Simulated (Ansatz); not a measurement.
## Run report: ZnO, geometry relaxation (part 2 of 2)

The same run, continued: ZnO (P6₃mc, 4 atoms in the cell); DFT, LDA, PAW with Ansatz's default frozen-core files, scalar-relativistic, no spin polarisation (Ansatz 0.2.0); cutoff 420 eV, 12×12×7 k-mesh, Fermi–Dirac smearing of 0.02 eV. The structure was built on a prototype by a generator; it need not be a known phase. It belongs to a series of runs on one base structure; here: bulk cell relaxed.

Geometry of the input (Å; fractional positions):
```
3.0551  0.0000  0.0000
-1.5275  2.6458  0.0000
0.0000  0.0000  4.9798
Zn 0.3333  0.6667  0.0000
Zn 0.6667  0.3333  0.5000
O  0.3333  0.6667  0.3760
O  0.6667  0.3333  0.8760
```

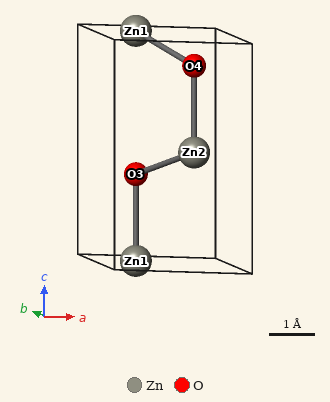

**Figure 1.** The geometry at step 4 of the log (ball-and-stick view of the cell of the calculation, seen slightly off an axis; atoms are numbered from 1 in the order of the input).

**What the program printed, continued**
```
relax step   7: F+E_penalty+E_count = -7603.93770946 eV  Δ(F+E_penalty+E_count) = +4.070e-4 eV  max|allowed force component| = 3.107e-4 eV/Å  Δτ_max = 0.0006 Å  P = +0.122 GPa  Ω = 45.281 Å³  energy of the carried Pulay correction = -2.135e-3 eV  (5 SCF iters, dr2 threshold 4.00e-7 eV, accepted)
Crystal: 4 atoms, lattice volume = 45.314 Å³
iter 1 solved again at ethr=7.42e-9 eV; its pass at ethr=3.10e-3 eV (dr2=2.67e-6 eV) is discarded
SCF iter   1: F=—  HF=-7603.937517 eV  |F-HF|=—  |Δ(HF+E_count)|=         —  Δρ=7.86e-5  dr2=2.77e-6  ethr=7.42e-9  ⟨swp⟩=2.0  Hψ=8279  notcnv=0
preconditioner: auto → Resta (q_TF=auto, 2.626 Å⁻¹)  ε∞=7.6  [insulator: Δε(μ)=0.800 eV  Ē_g=12.912 eV  σ=0.020 eV  W_gap=1.00  n_scr=22 (ndim 8)  ℏωp=33.1 eV  f_vac=0.026  D(μ)=0.00/eV (n_scr^D=0)  ε∞_Penn≈7.6]
SCF iter   2: F=—  HF=-7603.937516 eV  |F-HF|=—  |Δ(HF+E_count)|=   7.05e-7  Δρ=3.21e-5  dr2=3.58e-7  ethr=7.42e-9  ⟨swp⟩=2.0  Hψ=2918  notcnv=0
SCF iter   3: F=—  HF=-7603.937516 eV  |F-HF|=—  |Δ(HF+E_count)|=   1.22e-9  Δρ=1.76e-5  dr2=1.69e-7  ethr=9.94e-10  ⟨swp⟩=3.0  Hψ=3057  notcnv=0
SCF iter   4: F=—  HF=-7603.937516 eV  |F-HF|=—  |Δ(HF+E_count)|=   3.18e-8  Δρ=1.41e-5  dr2=6.00e-8  ethr=4.69e-10  ⟨swp⟩=2.0  Hψ=2847  notcnv=0
SCF iter   5: F=-7603.937516 eV  HF=-7603.937516 eV  |F-HF|=2.33e-10  |Δ(HF+E_count)|=   2.08e-8  Δρ=1.51e-6  dr2=6.44e-10  ethr=1.11e-10  ⟨swp⟩=4.0  Hψ=6004  notcnv=0
SCF 8 converged in 5 iterations: F = -7603.937516 eV  dr2 = 6.44e-10
  greatest PAW one-centre occupation: 0.987 electrons in one spin orbital (limit 2), on the Zn atom at site 1 (counted from 0), in its partial waves of l = 2
relax step   8: F+E_penalty+E_count = -7603.93751644 eV  Δ(F+E_penalty+E_count) = +1.930e-4 eV  max|allowed force component| = 2.012e-4 eV/Å  Δτ_max = 0.0000 Å  P = +0.000 GPa  Ω = 45.314 Å³  energy of the carried Pulay correction = -2.341e-3 eV  (5 SCF iters, dr2 threshold 4.00e-8 eV, accepted)
iter 1 solved again at ethr=1.94e-7 eV; its pass at ethr=3.10e-3 eV (dr2=6.98e-5 eV) is discarded
SCF iter   1: F=—  HF=-7603.939859 eV  |F-HF|=—  |Δ(HF+E_count)|=         —  Δρ=9.39e-5  dr2=6.06e-7  ethr=1.94e-7  ⟨swp⟩=3.0  Hψ=11800  notcnv=0
preconditioner: auto → Resta (q_TF=auto, 2.626 Å⁻¹)  ε∞=7.6  [insulator: Δε(μ)=0.801 eV  Ē_g=12.913 eV  σ=0.020 eV  W_gap=1.00  n_scr=22 (ndim 8)  ℏωp=33.1 eV  f_vac=0.026  D(μ)=0.00/eV (n_scr^D=0)  ε∞_Penn≈7.6]
SCF iter   2: F=—  HF=-7603.939860 eV  |F-HF|=—  |Δ(HF+E_count)|=   6.61e-7  Δρ=4.82e-5  dr2=2.59e-7  ethr=1.68e-9  ⟨swp⟩=2.0  Hψ=3037  notcnv=0
SCF iter   3: F=—  HF=-7603.939860 eV  |F-HF|=—  |Δ(HF+E_count)|=   4.23e-9  Δρ=1.97e-5  dr2=2.55e-8  ethr=7.20e-10  ⟨swp⟩=3.0  Hψ=3139  notcnv=0
SCF iter   4: F=—  HF=-7603.939860 eV  |F-HF|=—  |Δ(HF+E_count)|=   3.21e-9  Δρ=4.54e-6  dr2=5.04e-9  ethr=7.07e-11  ⟨swp⟩=2.0  Hψ=2887  notcnv=0
SCF iter   5: F=—  HF=-7603.939860 eV  |F-HF|=—  |Δ(HF+E_count)|=   3.23e-9  Δρ=6.80e-7  dr2=5.64e-11  ethr=1.40e-11  ⟨swp⟩=2.0  Hψ=2887  notcnv=0
SCF iter   6: F=-7603.939860 eV  HF=-7603.939860 eV  |F-HF|=3.64e-12  |Δ(HF+E_count)|=  3.13e-10  Δρ=3.17e-7  dr2=1.79e-11  ethr=1.00e-12  ⟨swp⟩=4.9  Hψ=6662  notcnv=0
SCF 9 converged in 6 iterations: F = -7603.939860 eV  dr2 = 1.79e-11
relax step   9: F+E_penalty+E_count = -7603.93985986 eV  Δ(F+E_penalty+E_count) = -2.343e-3 eV  max|allowed force component| = 1.450e-4 eV/Å  Δτ_max = 0.0000 Å  P = +0.024 GPa  Ω = 45.314 Å³  stress off target by 3.03e-2 GPa  SCF on the basis re-selected at this cell (its energy is not comparable with the rows above)  (6 SCF iters)
```

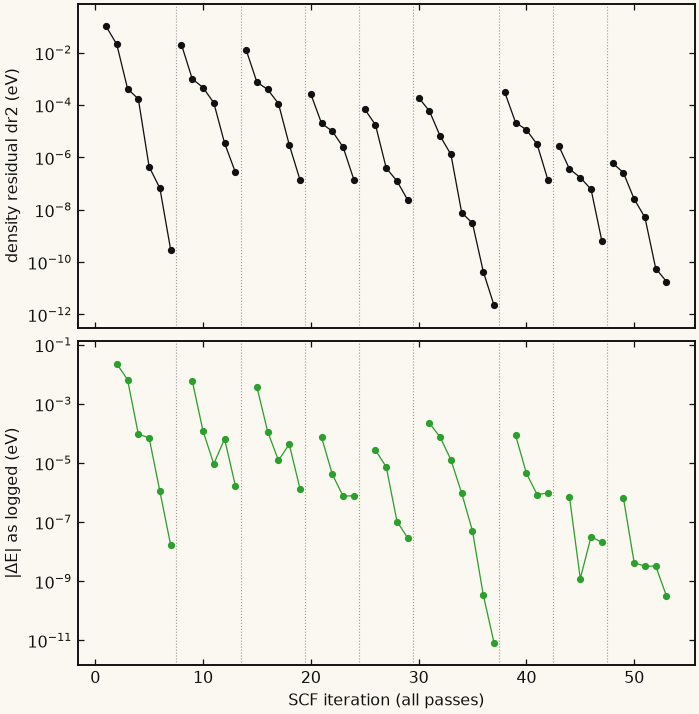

**Figure 2.** Convergence of the self-consistent field: density residual dr2 and size of the energy change against the SCF iteration. The dotted lines part the SCF passes of the relaxation: geometry steps, rejected trials and re-solves on a re-selected basis. The 9 passes take 5 to 8 iterations each, 53 in all.

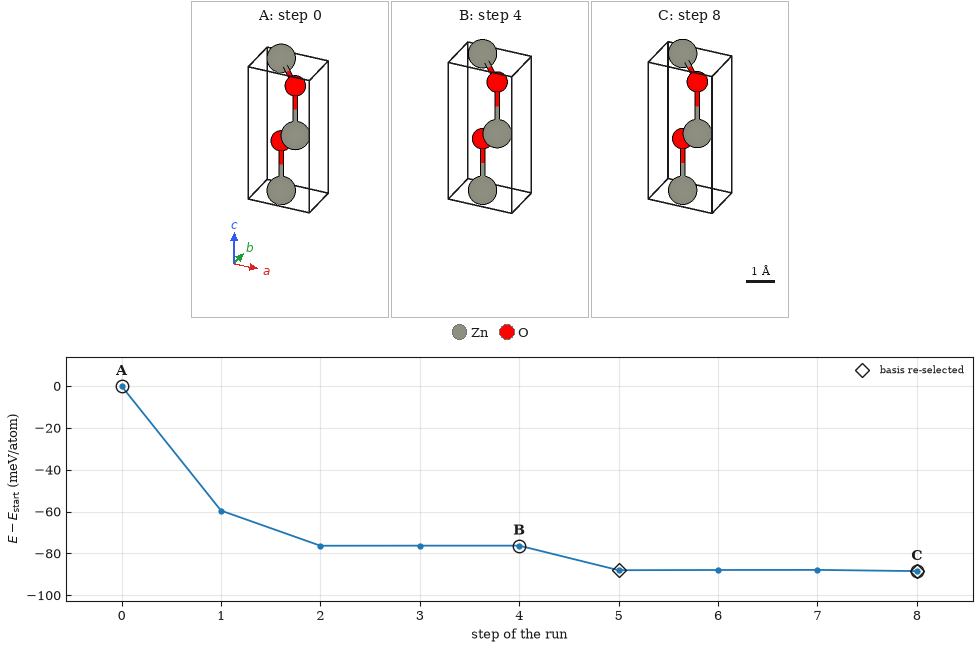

**Figure 3.** Frames of the relaxation (ball-and-stick view of the cell of the calculation, seen slightly off an axis) above the curves, on which the letters mark them (the first geometry is step 0 here and step 1 in the log).

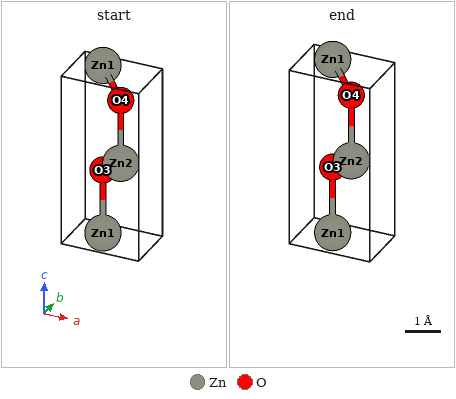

**Figure 4.** Before (left) and after (right) the relaxation, at one scale (ball-and-stick view of the cell of the calculation, seen slightly off an axis). The largest moves relative to the cell, 0.006 Å, are those of Zn1, Zn2, O3 and O4. Largest moves by element: Zn 0.006 Å, O 0.006 Å. Cell: a = b 3.055 → 3.187 Å (+4.3 %), c 4.980 → 5.153 Å (+3.5 %). Volume +12.6 %. Distances before and after: Zn1–O3 1.872 → 1.950 Å, Zn1–O4 1.869 → 1.944 Å. The space group stays P6_3mc (No. 186). The energy falls by 87.8 meV per atom in 6 geometry steps. The largest force component goes from 0.022 to 0.00015 eV/Å. Pressure: 24.87 GPa at the start and 0.02 GPa at the end. The basis was re-selected once at an unchanged geometry, which shifts the energy a little without any move. The energy change given includes the shifts at the re-selections in mid-walk, which come without any move. A last SCF at the same geometry on a re-selected plane-wave basis shifts the energy by −0.6 meV per atom. (Atoms are counted from 1 in the order of the input.)

```
basis re-selected at this cell: Δ(F+E_penalty+E_count) = -2.343e-3 eV, ΔP = +0.024 GPa vs the last step (what re-selecting the basis moved, of the pressure what is left beyond the Pulay correction that the steps carried, after the strain that the cell walked since its last selection, with what the two solves' SCF thresholds leave and, on support functions, any second-order correction that the steps lacked; it is no measure of the basis error at this ecutwfc). This SCF's stress stands 3.03e-2 GPa from its target on what of the cell is left free (relax.cell.stress_tol is 5.00e-2 GPa) and its largest allowed force component is 1.45e-4 eV/Å (relax.f_tol is 5.00e-3 eV/Å): within both
SCF converged after 6 iterations
Free energy (F): -7603.939860 eV
Harris-Foulkes:  -7603.939860 eV  (|F-HF|=3.64e-12)
Internal energy: -7603.939860 eV  (E = F + TS)
E sigma→0 (E₀):  -7603.939860 eV
Fermi energy:    7.949964 eV
--- Per-component energies (eV) ---
  E_band       = 69.797705
  E_kinetic    = 612.166960
  E_local      = -3932.854687  (includes V_loc(G=0)·N_el)
  E_nonlocal   = 1344.260847
  E_hartree    = 1610.373905
  E_xc         = -414.689476
  E_vxc        = -291.899456  (∫ρ·V_xc dr)
  E_paw        = -3814.693896  (= ΣΔE_a)
  E_vpaw       = -882.628421  (= ΣTr[D̂ρ^β])
  E_aug_tail   = 0.004367  (compensation charges beyond the density's cutoff)
  E_ewald      = -3011.816004
  E_core_change = 3.308126  (= ΣΔE_core)
  E_smearing   = -0.000000  (= −TS)
  E_closure    = 0.000000  (closes the sum)
  Σ components = -7603.939860   (vs F -7603.939860, Δ=0.00e0)
--- Forces (eV/Å), atoms counted from 1 ---
  atom   1  Zn     0.00000000    -0.00000000    -0.00016338
  atom   2  Zn    -0.00000000     0.00000000    -0.00016338
  atom   3  O     -0.00000000     0.00000000     0.00012664
  atom   4  O      0.00000000    -0.00000000     0.00012664
  max |Σ_I F_I| component: 7.35e-5 eV/Å
--- Stress (GPa, compression-positive) ---
        0.030270      -0.000000      -0.000000
       -0.000000       0.030270       0.000000
       -0.000000       0.000000       0.011689
  P = ⅓ Tr σ = 0.0241 GPa (0.241 kbar)
--- Relaxed structure (7 steps of the walk, 7 accepted, 2 SCFs on fresh bases) ---
  F+E_penalty+E_count = -7603.93985986 eV   max|allowed force component| = 1.450e-4 eV/Å   (the final SCF, on the basis selected at the relaxed cell)
  cell:  # Å, volume = 45.3142 Å³
    - [3.186554009383776, -3.010998611044978e-11, -7.257052024490956e-18]
    - [-1.5932770046658125, 2.759636722672562, 6.667595002023478e-18]
    - [-1.1828994799857807e-17, 5.720019795937108e-18, 5.153006273347117]
  atoms:
    - { symbol: Zn, position: [0.33333333333333326, 0.6666666666666666, -0.001173084854710906] }
    - { symbol: Zn, position: [0.6666666666666666, 0.3333333333333333, 0.49882691514528904] }
    - { symbol: O, position: [0.33333333333333326, 0.6666666666666666, 0.37717308485471085] }
    - { symbol: O, position: [0.6666666666666666, 0.3333333333333333, 0.8771730848547108] }
```

**Trajectory as extended XYZ (Å, eV, eV/Å), 9 frames, from step=1 to step=9**
```
4
Lattice="3.0551 0.0000 0.0000 -1.5275 2.6458 0.0000 0.0000 0.0000 4.9798" Properties=species:S:1:pos:R:3:forces:R:3 step=1 energy=-7603.58617 pressure_GPa=24.87
Zn    0.0000    1.7638    0.0000    0.0000   0.0000   0.0223
Zn    1.5275    0.8819    2.4899    0.0000   0.0000   0.0223
O     0.0000    1.7638    1.8724    0.0000   0.0000  -0.0223
O     1.5275    0.8819    4.3623    0.0000   0.0000  -0.0223
4
Lattice="3.1122 0.0000 0.0000 -1.5561 2.6952 0.0000 0.0000 0.0000 5.0696" Properties=species:S:1:pos:R:3:forces:R:3 step=2 energy=-7603.82412 pressure_GPa=11.18
Zn    0.0000    1.7968   -0.0002    0.0000   0.0000  -0.0012
Zn    1.5561    0.8984    2.5346    0.0000   0.0000  -0.0012
O     0.0000    1.7968    1.9063    0.0000   0.0000   0.0012
O     1.5561    0.8984    4.4411    0.0000   0.0000   0.0012
4
Lattice="3.1645 0.0000 0.0000 -1.5822 2.7405 0.0000 0.0000 0.0000 5.1408" Properties=species:S:1:pos:R:3:forces:R:3 step=3 energy=-7603.89134 pressure_GPa=1.42
Zn    0.0000    1.8270   -0.0015    0.0000   0.0000  -0.0213
Zn    1.5822    0.9135    2.5689    0.0000   0.0000  -0.0213
O     0.0000    1.8270    1.9344    0.0000   0.0000   0.0212
O     1.5822    0.9135    4.5048    0.0000   0.0000   0.0212
4
Lattice="3.1736 0.0000 0.0000 -1.5868 2.7484 0.0000 0.0000 0.0000 5.1480" Properties=species:S:1:pos:R:3:forces:R:3 step=4 energy=-7603.89118 pressure_GPa=0.09
Zn    0.0000    1.8323   -0.0026    0.0000   0.0000  -0.0212
Zn    1.5868    0.9161    2.5714    0.0000   0.0000  -0.0212
O     0.0000    1.8323    1.9382    0.0000   0.0000   0.0215
O     1.5868    0.9161    4.5122    0.0000   0.0000   0.0215
4
Lattice="3.1762 0.0000 0.0000 -1.5881 2.7507 0.0000 0.0000 0.0000 5.1423" Properties=species:S:1:pos:R:3:forces:R:3 step=5 energy=-7603.89117 pressure_GPa=-0.00
Zn    0.0000    1.8338   -0.0053    0.0000   0.0000   0.0001
Zn    1.5881    0.9169    2.5658    0.0000   0.0000   0.0001
O     0.0000    1.8338    1.9388    0.0000   0.0000  -0.0001
O     1.5881    0.9169    4.5100    0.0000   0.0000  -0.0001
4
Lattice="3.1762 0.0000 0.0000 -1.5881 2.7507 0.0000 0.0000 0.0000 5.1423" Properties=species:S:1:pos:R:3:forces:R:3 step=6 energy=-7603.93812 pressure_GPa=1.44
Zn    0.0000    1.8338   -0.0053    0.0000   0.0000   0.0025
Zn    1.5881    0.9169    2.5658    0.0000   0.0000   0.0025
O     0.0000    1.8338    1.9388    0.0000   0.0000  -0.0026
O     1.5881    0.9169    4.5100    0.0000   0.0000  -0.0026
4
Lattice="3.1857 0.0000 0.0000 -1.5929 2.7589 0.0000 0.0000 0.0000 5.1519" Properties=species:S:1:pos:R:3:forces:R:3 step=7 energy=-7603.93771 pressure_GPa=0.12
Zn    0.0000    1.8393   -0.0060    0.0000   0.0000   0.0004
Zn    1.5929    0.9196    2.5699    0.0000   0.0000   0.0004
O     0.0000    1.8393    1.9432    0.0000   0.0000  -0.0002
O     1.5929    0.9196    4.5191    0.0000   0.0000  -0.0002
4
Lattice="3.1866 0.0000 0.0000 -1.5933 2.7596 0.0000 0.0000 0.0000 5.1530" Properties=species:S:1:pos:R:3:forces:R:3 step=8 energy=-7603.93752 pressure_GPa=0.00
Zn    0.0000    1.8398   -0.0060    0.0000   0.0000  -0.0002
Zn    1.5933    0.9199    2.5705    0.0000   0.0000  -0.0002
O     0.0000    1.8398    1.9436    0.0000   0.0000   0.0002
O     1.5933    0.9199    4.5201    0.0000   0.0000   0.0002
4
Lattice="3.1866 0.0000 0.0000 -1.5933 2.7596 0.0000 0.0000 0.0000 5.1530" Properties=species:S:1:pos:R:3:forces:R:3 step=9 energy=-7603.93986 pressure_GPa=0.02
Zn    0.0000    1.8398   -0.0060    0.0000   0.0000  -0.0002
Zn    1.5933    0.9199    2.5705    0.0000   0.0000  -0.0002
O     0.0000    1.8398    1.9436    0.0000   0.0000   0.0001
O     1.5933    0.9199    4.5201    0.0000   0.0000   0.0001
```

**Summary**

```csv
quantity,value
outcome,converged
space group (tolerance 0.01 Å),P6₃mc (186)
electrons treated,36
free energy,−7603.9399 eV
Fermi energy,7.950 eV
pressure,0.02 GPa
final volume,45.31 Å³
largest force (length of the vector) at the end,under 0.001 eV/Å
final cell,"a = 3.187 Å, b = 3.187 Å, c = 5.153 Å, α = 90.00°, β = 90.00°, γ = 120.00°"
hardware,"3 threads of Arm Neoverse V1, 24 GiB of memory available, shared host"
wall time,22 s (CPU time 61 s)
peak memory,0.39 GiB
```
